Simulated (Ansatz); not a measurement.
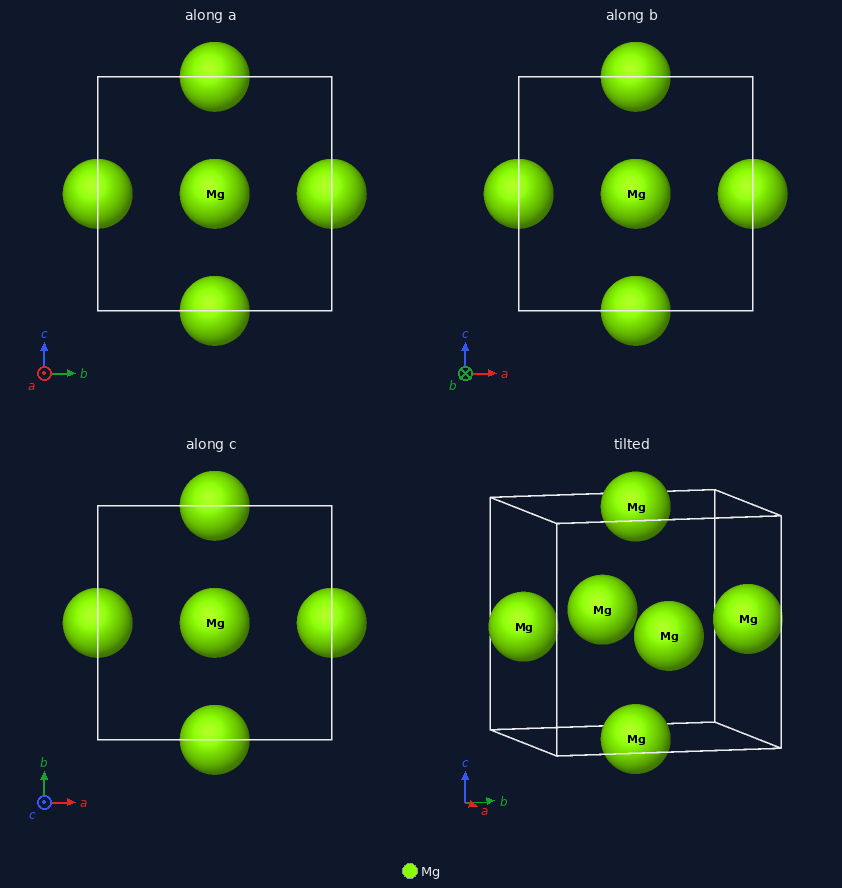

We look at a spheres-only model of the crystal along the a axis, along the b axis, along the c axis and slightly off an axis. The conventional unit cell is drawn as a box.

Lattice parameters: a = 4.3904 Å, b = 4.3904 Å, c = 4.3904 Å, α = 90.000°, β = 90.000°, γ = 90.000°.

**Put the structure into a CIF in P1 with every atom of the cell.**

```cif
data_structure
_symmetry_space_group_name_H-M 'P 1'
_symmetry_Int_Tables_number 1
_cell_length_a 4.3904
_cell_length_b 4.3904
_cell_length_c 4.3904
_cell_angle_alpha 90.000
_cell_angle_beta 90.000
_cell_angle_gamma 90.000
_cell_volume 84.63
loop_
_atom_site_label
_atom_site_type_symbol
_atom_site_fract_x
_atom_site_fract_y
_atom_site_fract_z
_atom_site_occupancy
Mg1 Mg 0.0000 0.5000 0.5000 1
Mg2 Mg 0.5000 0.0000 0.5000 1
Mg3 Mg 0.5000 0.5000 0.0000 1
```

Provenance: a random cell made by a generator, so it need not be a real form of the element. Atoms and cell were optimised with DFT PBE, scalar-relativistic, plane waves, PAW (Ansatz 0.2.0).
